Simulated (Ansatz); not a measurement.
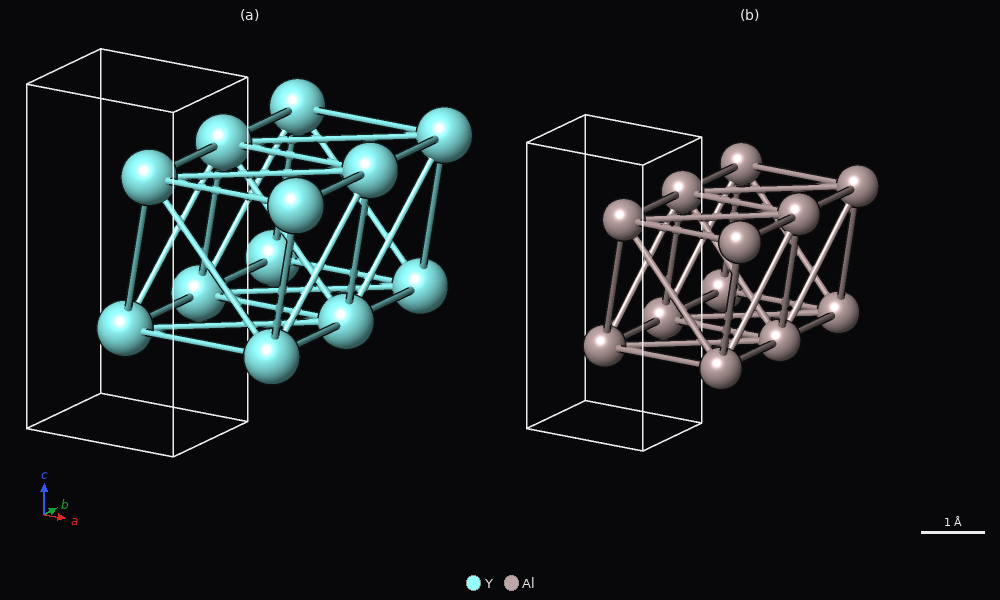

Left: crystalline Y (set up in P6_3/mmc). Right: the same structure after one change, at the same scale. The picture is a ball-and-stick view of the cell of the calculation, repeated 2 × 3 × 1 with one cell outlined, seen slightly off an axis.

Theory: DFT PBEsol, scalar-relativistic, plane waves, PAW in Ansatz 0.2.0. Set-up: plane-wave cutoff 420 eV; occupations gaussian; smearing width 0.1 eV; no spin polarisation. The k-mesh is chosen for each cell (12×12×8, 18×18×10).

What distinguishes the right structure from the left one?

Answer. Every yttrium atom is replaced by aluminium, which gives Al. Cell and atoms are relaxed again (to zero pressure within 0.1 GPa, forces under 0.01 eV/Å).

And its effect?

Answer. The volume per atom goes from 31.30 to 16.32 Å³. The drawn cell changes as follows: a = b 3.598 → 2.851 Å (−20.8 %), c 5.586 → 4.636 Å (−17.0 %); the volume changes by −47.9 %. The space group stays P6_3/mmc (No. 194).
